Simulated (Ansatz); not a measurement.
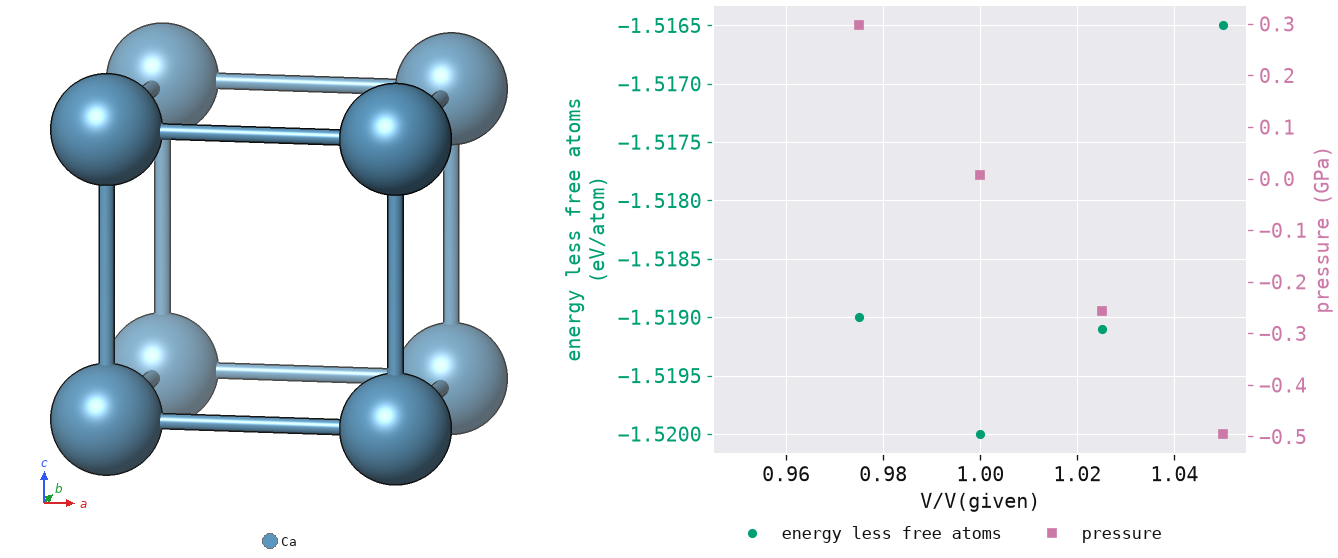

The plot gives the computed energy less free atoms and pressure against V/V(given) for Ca, space group Pm-3m (No. 221). The conventional cell is drawn beside the plot.

Starting cell:
```cif
data_structure
_symmetry_space_group_name_H-M 'P 1'
_symmetry_Int_Tables_number 1
_cell_length_a 3.5202
_cell_length_b 3.5202
_cell_length_c 3.5202
_cell_angle_alpha 90.000
_cell_angle_beta 90.000
_cell_angle_gamma 90.000
_cell_volume 43.62
loop_
_atom_site_label
_atom_site_type_symbol
_atom_site_fract_x
_atom_site_fract_y
_atom_site_fract_z
_atom_site_occupancy
Ca1 Ca 0.00000 0.00000 0.00000 1
```

Method: periodic Kohn-Sham DFT of a crystal at fixed atoms, scaled to the stated factor times the given cell; pressure positive in compression, energy less spherical unpolarised free atoms (Ansatz 0.2.0). Level: PBE.

- method: all-electron LAPW
- relativity: scalar
- k mesh: 13×13×13
- occupations: Fermi–Dirac
- smearing width: 0.05 eV
- basis error target: 1 (meV/atom)
- nucleus: Gaussian

V(given) is 43.62 Å³/atom.

The point at V/V(given) 0.950 is left out of the plot. What does the calculation give there?

```csv
V/V(given),energy less free atoms (eV/atom),pressure (GPa)
0.950,-1.5159,0.617
```
